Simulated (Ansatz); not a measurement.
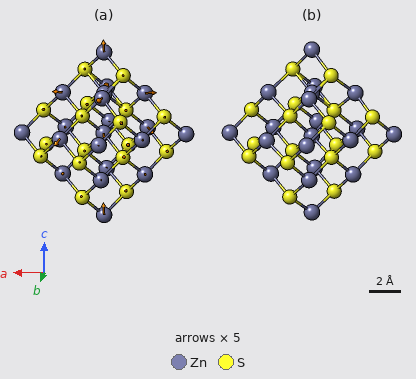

The structure of a defect cell of composition Zn33S32 (cell charge +2) before (left) and after (right) a relaxation, at one scale. The orange arrows give the displacements, 5 times their true length.

A ball-and-stick model of the atoms within 5.8 Å of the atom that moves most (axes of the cell of the calculation (origin shifted)), seen from a free direction.

The calculation used DFT, PBEsol, PAW, plane waves (Ansatz 0.2.0). (plane-wave cutoff 420 eV; k-point mesh 1 × 1 × 1; mesh shifted by (0.25, 0.25, 0.25); no spin polarisation; atoms relaxed in a fixed cell; force threshold 0.03 eV/Å; at most 80 steps)

Q: What changed between the two?

A: After 3 geometry steps the energy has fallen by 1.293 eV per cell of the calculation. Largest force component: 1.7 eV/Å at the start, 0.025 eV/Å at the end. A Zn atom moves most: 0.19 Å roughly along [0 1 −3]. By element the largest moves are Zn 0.19 Å, S 0.06 Å. The cell stays as it was. Near-neighbour distances that change, for instance: S–Zn 2.265 → 2.419 Å, S–Zn 2.330 → 2.475 Å, S–Zn 2.313 → 2.446 Å, S–Zn 2.305 → 2.425 Å. Bond angles that change, for instance: S–Zn–S 108.0° → 116.0°, S–Zn–S 110.3° → 103.4°, S–Zn–S 109.7° → 116.3°.

Limits of the set-up: the cell is charged, on a uniform background, and energies carry no finite-size correction.
